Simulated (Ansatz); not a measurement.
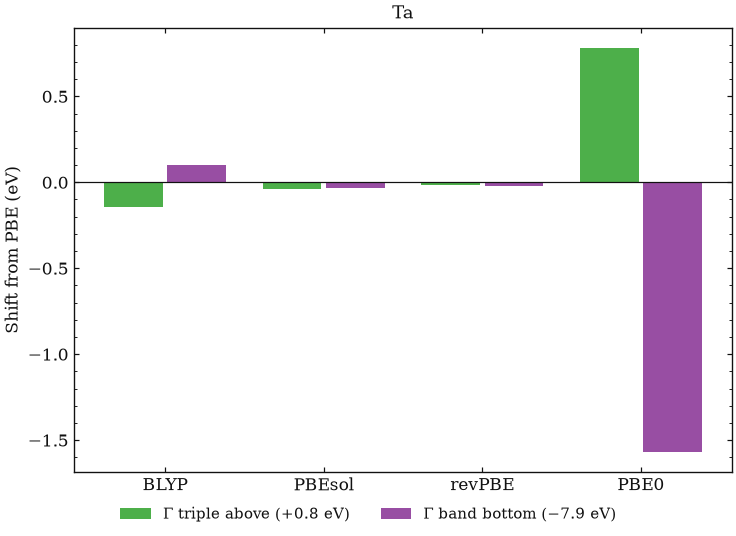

Levels near the Fermi level of bcc Ta, space group Im-3m, 1 atom in the primitive cell (cubic a = 3.303 Å), a metal, by five methods on one cell, as shifts from PBE. Each level is counted from the Fermi level of its run and named by k point, degeneracy (spin aside) and side; the legend gives its PBE energy; the band bottom is the lowest valence level above the core-like shells.

Q: Which method departs most from PBE, and how?

A: PBE0: it moves Γ triple above by +0.78 eV and Γ band bottom by −1.57 eV. Exact exchange pushes filled levels down from the Fermi level and so widens the occupied bands. At these levels the other methods stay within 0.14 eV of PBE.

Q: How does the occupied bandwidth compare?

A: The Fermi level lies 7.77 eV (BLYP), 7.87 eV (PBE), 7.91 eV (PBEsol), 7.90 eV (revPBE) and 9.44 eV (PBE0) above the band bottom.

| method | Γ triple above (eV) | Γ band bottom (eV) |
| --- | --- | --- |
| BLYP | 0.63 | −7.77 |
| PBE | 0.77 | −7.87 |
| PBEsol | 0.73 | −7.91 |
| revPBE | 0.75 | −7.90 |
| PBE0 | 1.55 | −9.44 |

Settings. BLYP: Ansatz PAW, 11×11×11 k mesh, 420 eV cutoff, Fermi-Dirac smearing of 0.05 eV (Ansatz 0.2.0). PBE: Ansatz PAW, 11×11×11 k mesh, 420 eV cutoff, Gaussian smearing of 0.027 eV (Ansatz). PBEsol: Ansatz PAW, 11×11×11 k mesh, 420 eV cutoff, Fermi-Dirac smearing of 0.05 eV (Ansatz). revPBE: Ansatz PAW, 11×11×11 k mesh, 420 eV cutoff, Fermi-Dirac smearing of 0.05 eV (Ansatz). PBE0: Ansatz PAW, 8×8×8 k mesh, 420 eV cutoff, Fermi-Dirac smearing of 0.15 eV (Ansatz). No run carries moments or holds spin-orbit coupling.

Spin-orbit coupling is left out, which matters for Ta. BLYP, PBEsol, revPBE and PBE0: the PAW data sets were made with another functional. PBE0: the k mesh is thin for exact exchange. PBE0: unscreened exact exchange wrongly thins out the states at the Fermi level of a metal. The meshes or smearings differ, which moves the Fermi levels by some hundredths of an eV or more.
